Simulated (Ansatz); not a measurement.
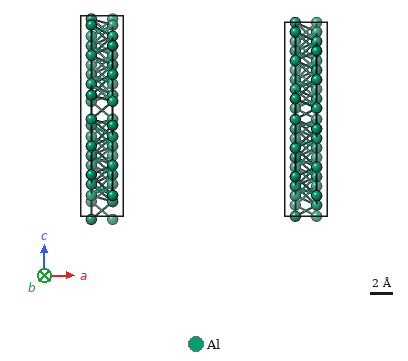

Two geometries of an interface cell of composition Al, drawn at one scale. One is the start of a relaxation, the other its converged end. The picture is a ball-and-stick view of the conventional cell (2 times the calculation's cell) (origin shifted), seen along the b axis. Lengths and directions refer to the drawn axes.

Theory: Ansatz 0.2.0, DFT PBE, scalar-relativistic, plane waves, PAW. Set-up: plane-wave cutoff 420 eV; k-point mesh 10 × 10 × 2; occupations gaussian; smearing width 0.1 eV; no spin polarisation; cell relaxed at fixed a, b, alpha, beta, gamma; force threshold 0.02 eV/Å; at most 60 steps.

Question: Which one is relaxed?

Answer: The left one is the relaxed one. Case: symmetric tilt boundary Sigma 5 (2 1 0), mirror between planes, shift [0.5, 0]. The energy falls by 1.667 eV per cell of the calculation in 4 accepted moves (5 points after the start). The largest force component goes from 2.7 to 0.0033 eV/Å. The pressure goes from 4.07 to −0.01 GPa. The SCF was repeated once at an unchanged geometry on a basis and grid sized afresh for the cell, which shifted the energy by 6.4 meV per cell of the calculation at most. The largest moves relative to the cell, 0.30 Å, are those of Al atoms. The volume changes by +3.4 %, with a unchanged at 4.041 Å, b unchanged at 9.037 Å, c 18.374 → 19.007 Å (+3.4 %). Near-neighbour distances that change, for instance: Al–Al 2.279 → 2.632 Å, Al–Al 2.664 → 2.920 Å, Al–Al 2.858 → 3.005 Å, Al–Al 2.858 → 2.726 Å.
